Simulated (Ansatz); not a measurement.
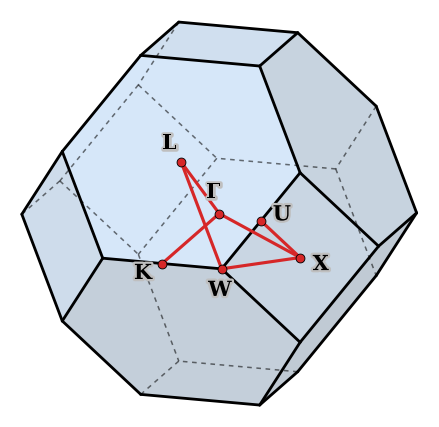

Crystal: Si, the input geometry of an electronic-structure calculation (not necessarily at equilibrium). The figure shows the first Brillouin zone with its special points and a band path. Geometry calculated from the standardised cell; symmetry tolerance 0.002 Å.

Labels and path follow the convention of Hinuma et al. (2017), as computed by seekpath.

Question: What lattice type do the shape and the labels point to?

Answer: A face-centred cubic lattice (cF; extended symbol cF2). The zone is a truncated octahedron in its combinatorial type: 14 faces (6 with 4 edges, 8 with 6 edges), 36 edges, 24 vertices.

Question: In which order does the conventional band path visit the special points?

Answer: Γ–X–U | K–Γ–L–W–X
